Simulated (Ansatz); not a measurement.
## Ni$_{3}$Ge: one change and its effect

System: Ni$_{3}$Ge (P4/mmm, 4 atoms in the cell).
Method of the first run: DFT PBEsol, scalar-relativistic, plane waves, PAW, no spin polarisation (Ansatz 0.2.0).

The structure derives from a Materials Project entry. Text and figures count atoms from 1; the logs count them from 0 in places.

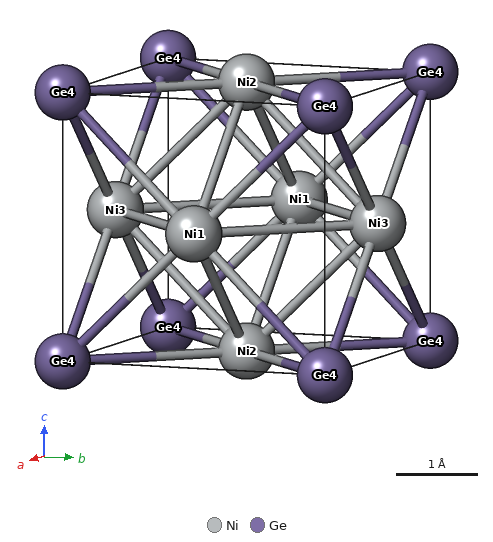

The input geometry (ball-and-stick view of the cell of the calculation, set on other vectors, seen slightly off an axis; atoms are numbered from 1 in the order of the input). Near neighbours in the crystal (not all of them lie inside the picture): Ni has 4 Ge at 2.44 to 2.49 Å and 8 Ni at 2.44 to 2.49 Å; Ge has 12 Ni at 2.44 to 2.49 Å.

Input, the first run:
```yaml
crystal:
  lattice:
    - [3.3839177061, 0.0, 0.0]
    - [0.0, 3.5249142772, 0.0]
    - [0.0, 0.0, 3.5249142772]
  atoms:
    - { symbol: Ni, position: [0.5, 0.0, 0.5] }
    - { symbol: Ni, position: [0.0, 0.5, 0.5] }
    - { symbol: Ni, position: [0.5, 0.5, 0.0] }
    - { symbol: Ge, position: [0.0, 0.0, 0.0] }
basis:
  ecutwfc: 420
kpoints:
  mp_grid: { grid: [14, 14, 14] }
hamiltonian:
  xc: pbesol
scf:
  occupations: { method: gaussian, width: 0.15 }
output:
  forces: true
  stress: true
  eigenvalues: true
```

Launched with:
```bash
ansatz run input.yaml --threads 1 --pin off --max-ram 2560MiB --backend cpu --events-out ev --progress --plain --runs-dir out
```

Hardware: 1 thread of Oxide Virtual Turin-like (Zen 5), 32 GiB of memory available, shared host.

Output, shortened to warnings, some set-up lines, iterations and results (the first run):
```
Basis set: ecut = 420 eV, 799 PW (Γ), exchange–correlation on 48×48×48 points (8 copies of the dense FFT grid, shifted against one another)
Symmetry: 16 space group operations
k-points: 288 of 2744
Initial density: superposition of atomic densities (neutral atoms: chi_scale 0, normalization atom), corrected by the library's trained network
[...]
SCF iter   1: F=—  HF=-21669.743255 eV  |F-HF|=—  |Δ(HF+E_count)|=         —  Δρ=2.08e-2  dr2=9.42e-2  ethr=1.77e-3  ⟨swp⟩=5.3  Hψ=37637  notcnv=0  defer=37
SCF iter   2: F=—  HF=-21669.725788 eV  |F-HF|=—  |Δ(HF+E_count)|=   1.75e-2  Δρ=5.02e-3  dr2=6.02e-3  ethr=1.39e-4  ⟨swp⟩=2.4  Hψ=22622  notcnv=0  defer=297
SCF iter   3: F=—  HF=-21669.724621 eV  |F-HF|=—  |Δ(HF+E_count)|=   1.17e-3  Δρ=1.53e-3  dr2=6.82e-4  ethr=8.86e-6  ⟨swp⟩=1.6  Hψ=12634  notcnv=0  defer=300
SCF iter   4: F=—  HF=-21669.724391 eV  |F-HF|=—  |Δ(HF+E_count)|=   2.30e-4  Δρ=3.10e-4  dr2=4.62e-5  ethr=1.00e-6  ⟨swp⟩=2.0  Hψ=17108  notcnv=0  defer=300
SCF iter   5: F=—  HF=-21669.724398 eV  |F-HF|=—  |Δ(HF+E_count)|=   7.49e-6  Δρ=2.53e-4  dr2=3.44e-5  ethr=6.79e-8  ⟨swp⟩=2.1  Hψ=16723  notcnv=0  defer=300
SCF iter   6: F=—  HF=-21669.724390 eV  |F-HF|=—  |Δ(HF+E_count)|=   8.86e-6  Δρ=5.12e-5  dr2=2.20e-6  ethr=5.06e-8  ⟨swp⟩=2.0  Hψ=14865  notcnv=0  defer=300
SCF iter   7: F=—  HF=-21669.724390 eV  |F-HF|=—  |Δ(HF+E_count)|=   6.68e-8  Δρ=2.44e-5  dr2=2.46e-7  ethr=3.23e-9  ⟨swp⟩=2.0  Hψ=15746  notcnv=0  defer=300
SCF iter   8: F=-21669.724389 eV  HF=-21669.724390 eV  |F-HF|=2.67e-8  |Δ(HF+E_count)|=   5.22e-8  Δρ=9.57e-6  dr2=2.70e-8  ethr=1.47e-10  ⟨swp⟩=7.6  Hψ=50376  notcnv=0
SCF 1 converged in 8 iterations: F = -21669.724389 eV  dr2 = 2.70e-8
SCF converged after 8 iterations
Free energy (F): -21669.724389 eV
Harris-Foulkes:  -21669.724390 eV  (|F-HF|=2.67e-8)
Internal energy: -21669.704526 eV  (E = F + TS)
E sigma→0 (E₀):  -21669.714457 eV
Entropy (-TS):   -0.019864 eV (-4.966 meV/atom)
Fermi energy:    19.652313 eV
--- Per-component energies (eV) ---
  E_band       = -773.839375
  E_kinetic    = 973.225804
  E_local      = -11905.574979  (includes V_loc(G=0)·N_el)
  E_nonlocal   = 2336.485514
  E_hartree    = 5058.507452
  E_xc         = -333.595616
  E_vxc        = -399.704743  (∫ρ·V_xc dr)
  E_paw        = -6770.459049  (= ΣΔE_a)
  E_vpaw       = -1895.285398  (= ΣTr[D̂ρ^β])
  E_aug_tail   = 0.002167  (compensation charges beyond the density's cutoff)
  E_ewald      = -11029.805622
  E_core_change = 1.509803  (= ΣΔE_core)
  E_smearing   = -0.019864  (= −TS)
  E_closure    = 0.000000  (closes the sum)
  Σ components = -21669.724389   (vs F -21669.724389, Δ=0.00e0)
--- Forces (eV/Å), atoms counted from 1 ---
  atom   1  Ni     0.00000000     0.00000000     0.00000000
  atom   2  Ni     0.00000000     0.00000000     0.00000000
  atom   3  Ni     0.00000000     0.00000000     0.00000000
  atom   4  Ge     0.00000000    -0.00000000     0.00000000
  max |Σ_I F_I| component: 1.34e-29 eV/Å
--- Stress (GPa, compression-positive) ---
       14.171552       0.000000       0.000000
        0.000000       7.950823       0.000000
        0.000000       0.000000       7.950823
  P = ⅓ Tr σ = 10.0244 GPa (100.244 kbar)
```

The input of the second run differs as follows (lines with − go, lines with + come):
```diff
-    - [3.3839177061, 0.0, 0.0]
+    - [3.6482862769, 0.0, 0.0]
```

How does the second run compare with the first run?

With the same functional and potentials, the second run lies 6.3 meV per atom lower. The pressure goes from 10.02 to −6.79 GPa. The volume per atom goes from 10.51 to 11.33 Å³. The number of SCF iterations is the same. The plane waves at Γ go from 799 to 889.

Output, shortened to warnings, some set-up lines, iterations and results (the second run):
```
Basis set: ecut = 420 eV, 889 PW (Γ), exchange–correlation on 50×48×48 points (8 copies of the dense FFT grid, shifted against one another)
Symmetry: 16 space group operations
k-points: 288 of 2744
Initial density: superposition of atomic densities (neutral atoms: chi_scale 0, normalization atom), corrected by the library's trained network
[...]
SCF iter   1: F=—  HF=-21669.768019 eV  |F-HF|=—  |Δ(HF+E_count)|=         —  Δρ=2.03e-2  dr2=9.82e-2  ethr=1.77e-3  ⟨swp⟩=5.3  Hψ=37269  notcnv=0  defer=17
SCF iter   2: F=—  HF=-21669.750824 eV  |F-HF|=—  |Δ(HF+E_count)|=   1.72e-2  Δρ=4.87e-3  dr2=6.35e-3  ethr=1.44e-4  ⟨swp⟩=2.6  Hψ=22929  notcnv=0  defer=222
SCF iter   3: F=—  HF=-21669.749655 eV  |F-HF|=—  |Δ(HF+E_count)|=   1.17e-3  Δρ=1.45e-3  dr2=7.50e-4  ethr=9.34e-6  ⟨swp⟩=1.3  Hψ=11919  notcnv=0  defer=222
SCF iter   4: F=—  HF=-21669.749414 eV  |F-HF|=—  |Δ(HF+E_count)|=   2.41e-4  Δρ=3.28e-4  dr2=6.58e-5  ethr=1.10e-6  ⟨swp⟩=2.0  Hψ=15977  notcnv=0  defer=222
SCF iter   5: F=—  HF=-21669.749424 eV  |F-HF|=—  |Δ(HF+E_count)|=   9.28e-6  Δρ=2.56e-4  dr2=4.05e-5  ethr=9.67e-8  ⟨swp⟩=2.2  Hψ=16116  notcnv=0  defer=222
SCF iter   6: F=—  HF=-21669.749412 eV  |F-HF|=—  |Δ(HF+E_count)|=   1.19e-5  Δρ=5.40e-5  dr2=2.11e-6  ethr=5.96e-8  ⟨swp⟩=2.0  Hψ=14847  notcnv=0  defer=222
SCF iter   7: F=—  HF=-21669.749412 eV  |F-HF|=—  |Δ(HF+E_count)|=   8.99e-8  Δρ=2.26e-5  dr2=2.15e-7  ethr=3.11e-9  ⟨swp⟩=2.0  Hψ=17502  notcnv=0  defer=222
SCF iter   8: F=-21669.749412 eV  HF=-21669.749412 eV  |F-HF|=1.53e-8  |Δ(HF+E_count)|=   5.97e-8  Δρ=7.45e-6  dr2=1.86e-8  ethr=1.47e-10  ⟨swp⟩=7.6  Hψ=49953  notcnv=0
SCF 1 converged in 8 iterations: F = -21669.749412 eV  dr2 = 1.86e-8
SCF converged after 8 iterations
Free energy (F): -21669.749412 eV
Harris-Foulkes:  -21669.749412 eV  (|F-HF|=1.53e-8)
Internal energy: -21669.727747 eV  (E = F + TS)
E sigma→0 (E₀):  -21669.738580 eV
Entropy (-TS):   -0.021664 eV (-5.416 meV/atom)
Fermi energy:    17.900486 eV
--- Per-component energies (eV) ---
  E_band       = -880.026144
  E_kinetic    = 966.443832
  E_local      = -12342.348944  (includes V_loc(G=0)·N_el)
  E_nonlocal   = 2337.624696
  E_hartree    = 5225.891116
  E_xc         = -330.210575
  E_vxc        = -395.220105  (∫ρ·V_xc dr)
  E_paw        = -6771.973852  (= ΣΔE_a)
  E_vpaw       = -1898.305434  (= ΣTr[D̂ρ^β])
  E_aug_tail   = 0.001519  (compensation charges beyond the density's cutoff)
  E_ewald      = -10756.665341
  E_core_change = 1.509803  (= ΣΔE_core)
  E_smearing   = -0.021664  (= −TS)
  E_closure    = -0.000000  (closes the sum)
  Σ components = -21669.749412   (vs F -21669.749412, Δ=0.00e0)
--- Forces (eV/Å), atoms counted from 1 ---
  atom   1  Ni    -0.00000000     0.00000000     0.00000000
  atom   2  Ni     0.00000000     0.00000000     0.00000000
  atom   3  Ni     0.00000000     0.00000000     0.00000000
  atom   4  Ge    -0.00000000     0.00000000     0.00000000
  max |Σ_I F_I| component: 1.26e-29 eV/Å
--- Stress (GPa, compression-positive) ---
      -10.144911       0.000000       0.000000
        0.000000      -5.115532       0.000000
        0.000000       0.000000      -5.115532
  P = ⅓ Tr σ = -6.7920 GPa (-67.920 kbar)
```

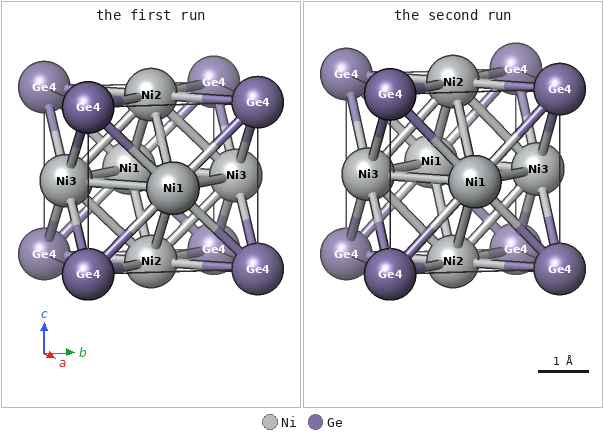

The two input geometries at one scale (ball-and-stick view of the cell of the calculation, set on other vectors, seen slightly off an axis). The atoms keep their places relative to the cell (all moves are under 0.005 Å). The drawn cell changes as follows: a = b stay at 3.525 Å, c 3.384 → 3.648 Å (+7.8 %); the volume changes by +7.8 %. Among the contacts that change: Ni1–Ge4 2.443 → 2.536 Å, Ni1–Ni2 2.443 → 2.536 Å.

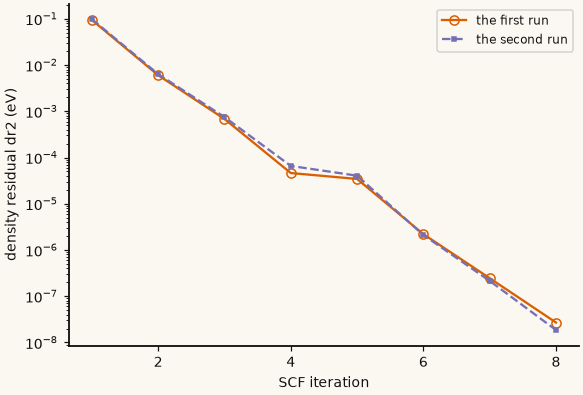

Convergence of the two runs: density residual dr2 against the SCF iteration. The first run takes 8 iterations in all, and the second run takes 8.

The two runs side by side:

| quantity | the first run | the second run |
| --- | --- | --- |
| outcome | converged | converged |
| free energy per atom (eV) | −5417.4311 | −5417.4374 |
| energy per atom, smearing taken to zero (eV) | −5417.4286 | −5417.4346 |
| gap on the mesh (eV) | 0.00 | 0.00 |
| pressure (GPa) | 10.02 | −6.79 |
| volume per atom (Å³) | 10.51 | 11.33 |
| largest force (eV/Å) | 0.000 | 0.000 |
| SCF iterations | 8 | 8 |
| irreducible k-points | 288 | 288 |
| plane waves at Γ | 799 | 889 |
| wall time (shared host) | 29 s | 34 s |

For both runs: The run has no spin polarisation, so a magnetic state may lie lower.
